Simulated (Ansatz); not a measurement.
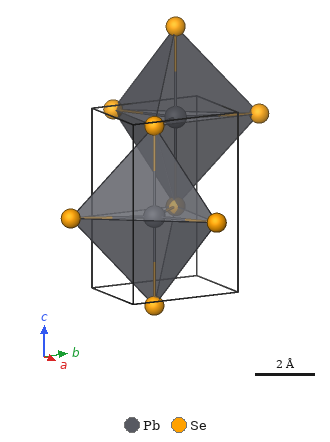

*The structure as given in the input (polyhedral view of the cell of the calculation, seen slightly off an axis; polyhedra are completed across the faces of the cell). An atom can appear more than once, as a periodic image.*

PbSe: GW calculation

The run: GW calculation of PbSe (4 atoms in the cell). Method and program: G0W0 on PBE, plane waves, PAW, no spin polarisation (Ansatz 0.2.0).

The structure was built on a prototype by a generator. The geometry comes from this level: r2SCAN. It belongs to a series of runs on one base structure; here: bands and screening cutoff.

## Input
```yaml
crystal:
  lattice:
    - [5.1741442088, 0.0, 0.0]
    - [-2.5870721044, 4.4809403276, 0.0]
    - [0.0, 0.0, 6.21477638]
  atoms:
    - { symbol: Pb, position: [0.3333333333, 0.6666666667, -0.064897645] }
    - { symbol: Pb, position: [0.6666666667, 0.3333333333, 0.435102355] }
    - { symbol: Se, position: [0.3333333333, 0.6666666667, 0.439897645] }
    - { symbol: Se, position: [0.6666666667, 0.3333333333, 0.939897645] }
kpoints:
  mp_grid: { grid: [6, 6, 2] }
hamiltonian:
  xc: pbe
scf:
  occupations: { method: fixed }
gw:
  n_empty_bands: 234
  ecut_chi: 80
  qp_bands: [v2, c2]
  qp_kpoints: band_edges
  screening: { model: contour_deformation }
```

Hardware: 2 threads of Intel Xeon @ 2.50GHz (Skylake/Cascade Lake), 12 GiB of memory available, shared host.

Run as:
```bash
ansatz run input.yaml --threads 2 --pin off --max-ram 3686MiB --backend cpu --events-out ev --progress --plain --runs-dir out
```

## Log
```
Engine: ansatz 0.2.0, x86_64-unknown-linux-gnu
Pseudopotentials: kind: paw
Pseudopotential: Pb, paw, valence charge 14, recommended cutoff 420 eV (normal), Pb.paw.azcp
Pseudopotential: Se, paw, valence charge 16, recommended cutoff 420 eV (normal), Se.paw.azcp
Functional definition: PBE
  parameter kappa = 0.804
  parameter beta = 0.06672455060314922
  exchange = pbe_x(kappa = kappa, mu = beta*pi^2/3)
  correlation = pbe_c(beta = beta)
Crystal: 4 atoms, lattice volume = 144.090 Å³
Basis set: ecut = 420 eV, 2835 PW (Γ)
Bands: 36, of which v1, the nominal top of the filled ones, is band 30 counted from 1 (29 counted from 0)
Symmetry: 12 space group operations
Space group: P63mc (ITA 186), of the structure as read, at distance tolerance 5.2e-5 Å
k-points: 14 of 72
Non-local potential: Pb, projectors of the file, l = 0: 2, l = 1: 2, l = 2: 2, l = 3: 2
Non-local potential: Se, projectors of the file, l = 0: 2, l = 1: 2, l = 2: 3, l = 3: 1
PAW form: soft (Blöchl's): semilocal exchange-correlation on the pseudo side does not see the compensation charge
PAW one-centre angular grid: Pb, 590 points (default); XC on 64 Gauss nodes
PAW one-centre angular grid: Se, 590 points (default); XC on 64 Gauss nodes
Initial density: superposition of atomic densities (neutral atoms: chi_scale 0, normalization atom), corrected by the library's trained network
Initial wavefunctions: pseudopotential atomic-orbital guess
Functional: x = pbe(κ = 0.804, μ = 0.2195149727645171), c = pbe(β = 0.06672455060314922)
SCF iter   1: F=—  HF=-34752.561317 eV  |F-HF|=—  |Δ(HF+E_count)|=         —  Δρ=3.34e-3  dr2=2.48e-2  ethr=1.77e-3  ⟨swp⟩=4.9  Hψ=1696  notcnv=0  defer=52
preconditioner: auto → Resta (q_TF=auto, 2.358 Å⁻¹)  ε∞=2.9  [insulator: Δε(μ)=1.183 eV  Ē_g=14.155 eV  n_scr=22 (ndim 8)  ℏωp=19.6 eV  f_vac=0.177  ε∞_Penn≈2.9]
SCF iter   2: F=—  HF=-34752.554942 eV  |F-HF|=—  |Δ(HF+E_count)|=   6.38e-3  Δρ=1.62e-3  dr2=3.91e-3  ethr=4.14e-5  ⟨swp⟩=2.9  Hψ=1045  notcnv=0  defer=54
SCF iter   3: F=—  HF=-34752.555045 eV  |F-HF|=—  |Δ(HF+E_count)|=   1.03e-4  Δρ=5.66e-4  dr2=5.60e-4  ethr=6.52e-6  ⟨swp⟩=2.0  Hψ=931  notcnv=0  defer=54
SCF iter   4: F=—  HF=-34752.555139 eV  |F-HF|=—  |Δ(HF+E_count)|=   9.34e-5  Δρ=1.64e-4  dr2=4.85e-5  ethr=9.33e-7  ⟨swp⟩=2.2  Hψ=914  notcnv=0  defer=54
SCF iter   5: F=—  HF=-34752.555184 eV  |F-HF|=—  |Δ(HF+E_count)|=   4.56e-5  Δρ=3.68e-5  dr2=3.91e-6  ethr=8.09e-8  ⟨swp⟩=2.0  Hψ=605  notcnv=0  defer=27
SCF iter   6: F=—  HF=-34752.555193 eV  |F-HF|=—  |Δ(HF+E_count)|=   8.65e-6  Δρ=1.61e-5  dr2=7.33e-7  ethr=6.51e-9  ⟨swp⟩=2.4  Hψ=681  notcnv=0  defer=27
SCF iter   7: F=-34752.555195 eV  HF=-34752.555195 eV  |F-HF|=1.24e-7  |Δ(HF+E_count)|=   2.03e-6  Δρ=3.36e-6  dr2=3.46e-8  ethr=1.67e-10  ⟨swp⟩=6.9  Hψ=2153  notcnv=0
SCF 1 converged in 7 iterations: F = -34752.555195 eV  dr2 = 3.46e-8
  greatest PAW one-centre occupation: 1.000 electrons in one spin orbital (limit 2), on the Se atom at site 3 (counted from 0), in its partial waves of l = 2
```

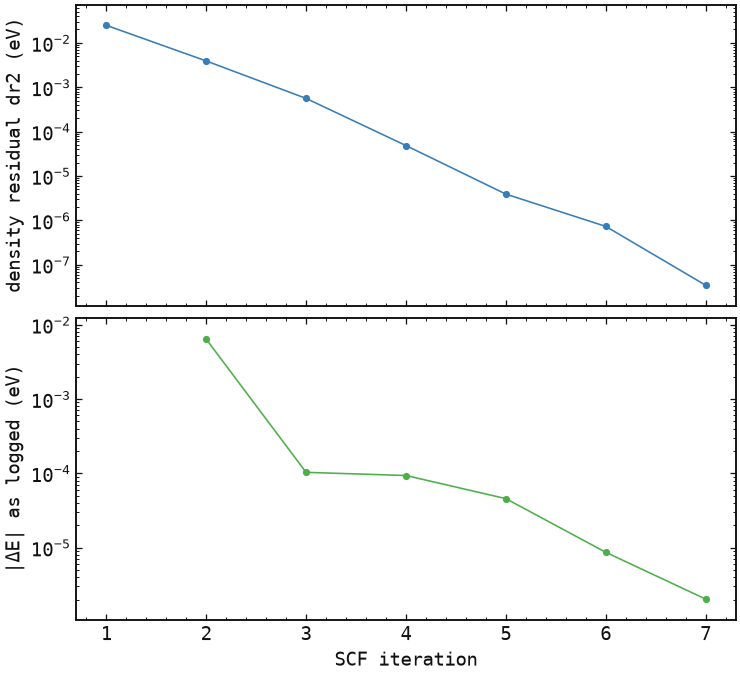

*Convergence of the self-consistent field: density residual dr2 and size of the energy change against the SCF iteration.*

The residual falls at every step.

```
NSCF: frozen V_eff on 14 k-points
G₀W₀ screening: q 1/14
G₀W₀ screening: q 2/14 (q-point 11)
G₀W₀ screening: q 3/14 (q-point 12)
G₀W₀ screening: q 4/14 (q-point 3)
G₀W₀ screening: q 5/14 (q-point 4)
G₀W₀ screening: q 6/14 (q-point 5)
G₀W₀ screening: q 7/14 (q-point 6)
G₀W₀ screening: q 8/14 (q-point 9)
G₀W₀ screening: q 9/14 (q-point 10)
G₀W₀ screening: q 10/14 (q-point 7)
G₀W₀ screening: q 11/14 (q-point 8)
G₀W₀ screening: q 12/14 (q-point 13)
G₀W₀ screening: q 13/14 (q-point 14)
G₀W₀ screening: q 14/14 (q-point 2)
G₀W₀ self-energy: k 1/10
G₀W₀ self-energy: k 2/10
G₀W₀ self-energy: k 3/10
G₀W₀ self-energy: k 4/10
G₀W₀ self-energy: k 5/10
G₀W₀ self-energy: k 6/10
G₀W₀ self-energy: k 7/10
G₀W₀ self-energy: k 8/10
G₀W₀ self-energy: k 9/10
G₀W₀ self-energy: k 10/10
SCF converged after 7 iterations
Free energy (F): -34752.555195 eV
Harris-Foulkes:  -34752.555195 eV  (|F-HF|=1.24e-7)
Internal energy: -34752.555195 eV  (E = F + TS)
E sigma→0 (E₀):  -34752.555195 eV
Fermi energy:    6.262920 eV
--- Per-component energies (eV) ---
  E_band       = -1005.143294
  E_kinetic    = 811.441489
  E_local      = -8349.289367  (includes V_loc(G=0)·N_el)
  E_nonlocal   = -492.341603
  E_hartree    = 3854.676663
  E_xc         = -650.923070
  E_vxc        = -461.872848  (∫ρ·V_xc dr)
  E_paw        = -24628.405041  (= ΣΔE_a)
  E_vpaw       = -222.423469  (= ΣTr[D̂ρ^β])
  E_aug_tail   = -0.001150  (compensation charges beyond the density's cutoff)
  E_ewald      = -5297.713118
  E_smearing   = -0.000000  (= −TS)
  E_closure    = 0.000000  (closes the sum)
  Σ components = -34752.555195   (vs F -34752.555195, Δ=0.00e0)
--- Band table (eV; the first three rows and the last of 14) ---
  k-point 0: bands = ["-40.7107", "-40.7107", "-40.7107", "-40.7107", "-40.6860", "-40.6860", "-40.6859", "-40.6859", "-40.6808", "-40.6808", "-10.6461", "-10.5583", "-10.5583", "-10.5537", "-10.5406", "-10.5406", "-10.5399", "-10.5399", "-10.5239", "-10.5239", "-6.7909", "-5.5876", "-0.9873", "-0.0605", "1.8951", "3.3597", "3.3597", "4.5745", "4.5758", "4.5758", "7.9917", "7.9917", "9.4488", "9.4488", "10.9311", "11.0006"]
  k-point 1: bands = ["-40.7107", "-40.7107", "-40.7107", "-40.7107", "-40.6859", "-40.6859", "-40.6859", "-40.6859", "-40.6808", "-40.6808", "-10.5878", "-10.5878", "-10.5569", "-10.5569", "-10.5569", "-10.5569", "-10.5249", "-10.5249", "-10.5249", "-10.5249", "-6.2647", "-6.2647", "-0.9885", "-0.9885", "3.9465", "3.9465", "3.9465", "3.9465", "4.9664", "4.9664", "8.3803", "8.3803", "8.3803", "8.3803", "8.6323", "8.6323"]
  k-point 2: bands = ["-40.7107", "-40.7107", "-40.7107", "-40.7107", "-40.6860", "-40.6860", "-40.6859", "-40.6859", "-40.6808", "-40.6808", "-10.6425", "-10.5604", "-10.5596", "-10.5574", "-10.5404", "-10.5402", "-10.5383", "-10.5357", "-10.5260", "-10.5227", "-6.6793", "-5.5808", "-1.2654", "-0.3974", "2.0284", "3.1674", "3.6856", "4.3833", "4.4765", "4.9020", "7.8040", "8.4392", "9.3619", "9.8697", "10.7971", "11.7679"]
  k-point 13: bands = ["-40.7107", "-40.7107", "-40.7107", "-40.7107", "-40.6859", "-40.6859", "-40.6859", "-40.6859", "-40.6808", "-40.6808", "-10.5739", "-10.5739", "-10.5586", "-10.5586", "-10.5461", "-10.5461", "-10.5397", "-10.5397", "-10.5279", "-10.5279", "-5.8699", "-5.8699", "-2.1953", "-2.1953", "2.8800", "2.8800", "5.0783", "5.0783", "6.2629", "6.2629", "7.3965", "7.3965", "8.5964", "8.5964", "10.4971", "10.4971"]
--- G₀W₀: contour deformation, 7 samples at zero and on the imaginary axis and 1 off it, 72 q-points, 234 empty bands' worth ---
  eigenvalues of the whole cell's RPA ε∞ on this k-mesh (on a slab, of 1 + 4πα/V) = 8.7978, 8.7978, 32.1972; static W/v taken at q = 0 is -0.010546
  gw.qp_kpoints: band_edges: 10 of 14 stored k-points solved, in 1 pass; an edge of the gap read off the rows below is read off those points alone
    valence top: of the k-points left out ik 6 came nearest to being solved in a further pass, in band 30 (counted from 1, as in the quasiparticle table): it holds the edge there only if its correction is more favourable than any solved in that band by at least 0.631 eV; those differ by 0.133 eV
    conduction bottom: of the k-points left out ik 3 came nearest to being solved in a further pass, in band 31 (counted from 1, as in the quasiparticle table): it holds the edge there only if its correction is more favourable than any solved in that band by at least 0.457 eV; those differ by 0.209 eV
    ik  band        ε_KS         Σx   Σc(E_QP)       V_xc       Z   E_QP_lin       E_QP  E_QP is
     0    29      4.5758   -16.9207     2.3050   -14.2943  0.7085     4.2506     4.2544  root
     0    30      4.5758   -16.9207     2.3050   -14.2943  0.7085     4.2506     4.2544  root
     0    31      7.9917    -7.1788    -3.4202   -10.6414  0.7651     8.0341     8.0340  root
     0    32      7.9917    -7.1788    -3.4202   -10.6414  0.7651     8.0341     8.0340  root
     2    29      4.4765   -16.8011     2.3394   -14.1400  0.7046     4.1517     4.1550  root
     2    30      4.9020   -16.8542     2.0172   -14.5434  0.7174     4.6061     4.6084  root
     2    31      7.8040    -6.9167    -3.2895   -10.1821  0.7723     7.7798     7.7798  root
     2    32      8.4392    -7.3512    -3.5528   -10.9715  0.7566     8.5069     8.5067  root
     5    29      5.4686   -16.4074     1.6459   -14.4783  0.7301     5.1833     5.1855  root
     5    30      5.4686   -16.4074     1.6459   -14.4783  0.7301     5.1833     5.1855  root
     5    31      7.7624    -8.4268    -3.4334   -11.9715  0.7555     7.8739     7.8737  root
     5    32      7.7624    -8.4268    -3.4334   -11.9715  0.7555     7.8739     7.8737  root
     7    29      5.6066   -16.4410     1.5995   -14.5607  0.7325     5.3238     5.3259  root
     7    30      5.6066   -16.4410     1.5995   -14.5607  0.7325     5.3238     5.3259  root
     7    31      7.6275    -8.2391    -3.5157   -11.8837  0.7561     7.7566     7.7562  root
     7    32      7.6275    -8.2391    -3.5157   -11.8837  0.7561     7.7566     7.7562  root
     8    29      4.3315   -16.0427     2.0290   -13.6968  0.7103     4.0112     4.0146  root
     8    30      5.3892   -16.7694     1.6739   -14.8379  0.7295     5.1298     5.1316  root
     8    31      7.7826    -7.0301    -3.2431   -10.2436  0.7745     7.7531     7.7531  root
     8    32      9.2639    -8.4965    -3.5910   -12.2285  0.7433     9.4056     9.4050  root
     9    29      5.4612   -16.5504     1.6301   -14.6472  0.7304     5.1861     5.1881  root
     9    30      5.4612   -16.5504     1.6301   -14.6472  0.7304     5.1861     5.1881  root
     9    31      7.7231    -8.0235    -3.3398   -11.4274  0.7612     7.7872     7.7871  root
     9    32      7.7231    -8.0235    -3.3398   -11.4274  0.7612     7.7872     7.7871  root
    10    29      4.8097   -15.2368     1.5136   -13.4159  0.7251     4.5017     4.5023  root
    10    30      5.8498   -16.6428     1.3586   -15.0640  0.7385     5.6286     5.6296  root
    10    31      8.3200    -7.9144    -3.4092   -11.4076  0.7638     8.4042     8.4040  root
    10    32      9.2401    -9.3302    -3.5504   -13.0573  0.7399     9.4178     9.4168  root
    11    29      5.8272   -16.3337     1.3166   -14.7724  0.7398     5.5811     5.5824  root
    11    30      5.8272   -16.3337     1.3166   -14.7724  0.7398     5.5811     5.5824  root
    11    31      7.5526    -8.1999    -3.4564   -11.7723  0.7589     7.6690     7.6687  root
    11    32      7.5526    -8.1999    -3.4564   -11.7723  0.7589     7.6690     7.6687  root
    12    29      5.7712   -16.1304     1.2221   -14.6844  0.7412     5.5463     5.5473  root
    12    30      5.7712   -16.1304     1.2221   -14.6844  0.7412     5.5463     5.5473  root
    12    31      8.7095    -8.9597    -3.4741   -12.6135  0.7528     8.8900     8.8892  root
    12    32      8.7095    -8.9597    -3.4741   -12.6135  0.7528     8.8900     8.8892  root
    13    29      6.2629   -16.7301     1.0776   -15.4637  0.7456     6.0735     6.0742  root
    13    30      6.2629   -16.7301     1.0776   -15.4637  0.7456     6.0735     6.0742  root
    13    31      7.3965    -7.9089    -3.4904   -11.5174  0.7630     7.5148     7.5145  root
    13    32      7.3965    -7.9089    -3.4904   -11.5174  0.7630     7.5148     7.5145  root
```

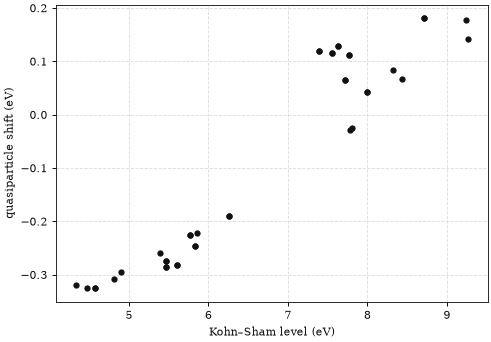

*Quasiparticle corrections (linearised) against the Kohn–Sham levels, for the bands and k-points computed.*

On this mesh the gap goes from 1.13 to 1.44 eV.

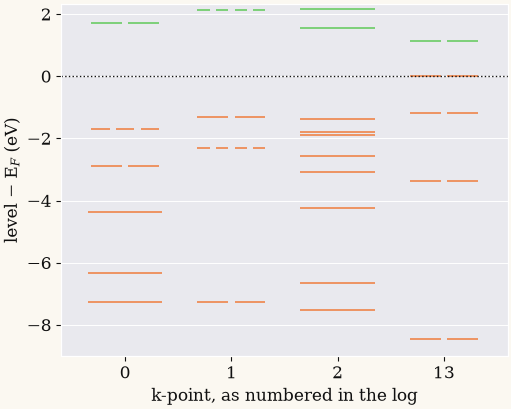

*Kohn–Sham levels near the Fermi level (dotted) at the few k-points that the log prints; levels within 0.02 eV of each other stand side by side.*

Among these points the highest filled and lowest empty levels are 1.13 eV apart, which is the gap on the mesh.

## Summary

```csv
quantity,value
outcome,converged
space group (tolerance 0.01 Å),P6₃mc (186)
electrons treated,60
free energy,−34752.5552 eV
Fermi energy,6.263 eV
gap on the k-point mesh,1.13 eV
quasiparticle gap on the mesh,1.44 eV
wall time,6.1 min (CPU time 11 min)
peak memory,1 GiB
```

## Remarks

The GW levels are not extrapolated in basis or mesh. Spin–orbit coupling is left out, which matters for Pb.
